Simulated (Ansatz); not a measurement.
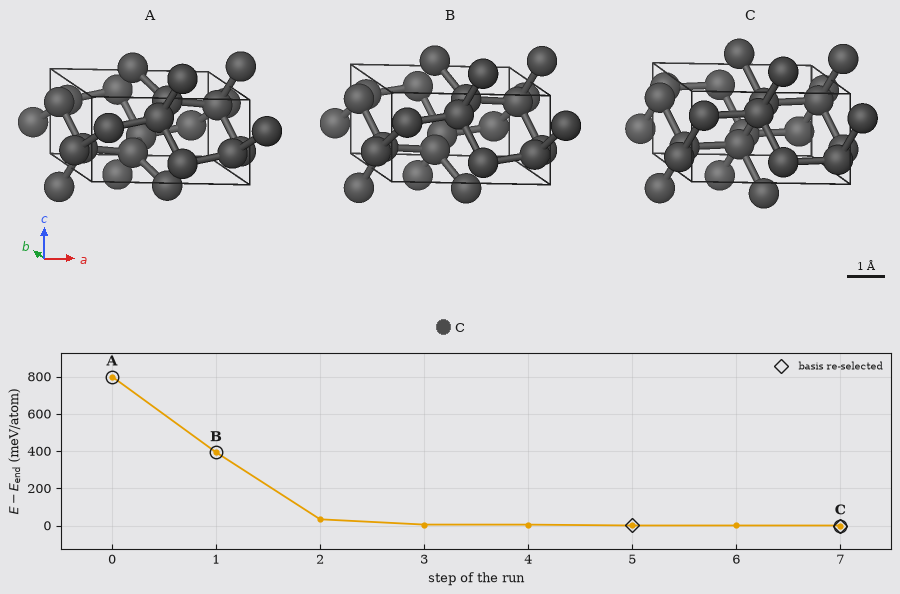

Frames of a relaxation of crystalline C (a generated structure, set up in Cmce) (coarse preliminary run), marked on the history of the run. A ball-and-stick model of the cell of the calculation, seen slightly off an axis.

Computed with DFT PBE, scalar-relativistic, plane waves, PAW (Ansatz). Settings: plane-wave cutoff 420 eV; k-point mesh 4 × 4 × 8; occupations gaussian; smearing width 0.1 eV; no spin polarisation; cell and atoms relaxed; force threshold 0.04 eV/Å; at most 70 steps.

What happens along the run?

Over 5 accepted moves (7 points after the start) the energy falls by 800 meV per atom. The largest force component goes from 5.4 to 0.0012 eV/Å. Pressure: 66.40 GPa at the start and 0.05 GPa at the end. At 2 points the geometry stayed and the basis and grid were re-selected for the new cell (energy shift of 4.6 meV per atom at most each time). The largest moves relative to the cell, 0.28 Å, are those of C atoms. The volume changes by +8.4 %, with a = b 4.365 → 4.374 Å (+0.2 %), c 2.370 → 2.526 Å (+6.6 %), γ 111.4° → 109.5°. Among the contacts that change: C–C 2.027 → 1.547 Å, C–C 1.457 → 1.546 Å. New bonds form: C–C (2.03 → 1.55 Å). Among the angles between lasting bonds that change: C–C–C 120.9° → 109.5°, C–C–C 100.8° → 109.5°, C–C–C 117.8° → 109.5°. The space group (tolerance 0.01 Å) goes from Cmce (No. 64) to Fd-3m (No. 227). Cost: 52 s on 1 thread of Intel(R) Xeon(R) Processor @ 2.50GHz (Skylake/Cascade Lake), on a shared host, peak memory 0.34 GiB. From step 0 to 1: C atoms move most (0.09 Å), volume +6.0 %, energy −407 meV per atom. From step 1 to 7: C atoms move most (0.19 Å), volume +2.2 %, energy −393 meV per atom.
